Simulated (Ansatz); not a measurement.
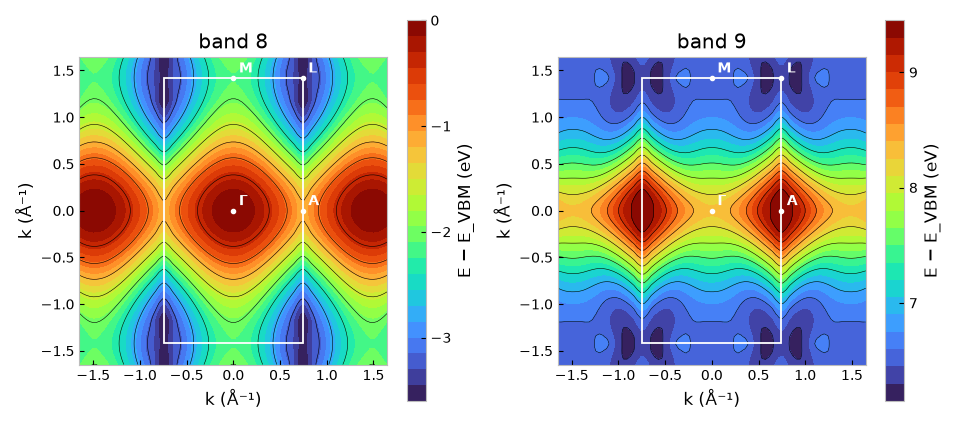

Two bands of BN in space group P6_3mc over the plane through Γ, A and M: the highest mostly filled and the lowest mostly empty one.

Computed with DFT PBEsol, scalar-relativistic, plane waves, PAW; levels and slopes on a dense k mesh at the converged density (Ansatz 0.2.0). No spin polarisation. Mesh 36×36×16, interpolated with the band slopes. The geometry was not relaxed (residual pressure −6 GPa). The cell comes from a database of computed structures, not from a measurement.

**Give both levels and their distance at the named points.**

| point | lower band (eV) | upper band (eV) | distance (eV) |
| --- | --- | --- | --- |
| Γ | 0.00 | 8.28 | 8.28 |
| M | −2.10 | 6.54 | 8.64 |
| L | −3.57 | 6.41 | 9.97 |

**Where are the band edges of the whole zone?**

The valence band has one maximum at Γ, two bands meeting there, with masses of 0.35 and 1.35 mₑ along x, 0.35 and 1.35 mₑ along y and 1.28 mₑ along z; the conduction band has two equivalent minima at K, principal masses 0.30, 0.50 and 0.50 mₑ. The gap is indirect, 4.99 eV at this level of theory (semilocal functionals give gaps that are too small, and can reorder valleys that lie close).

Spin-orbit coupling, left out here, can split bands that meet at an edge and change their masses.
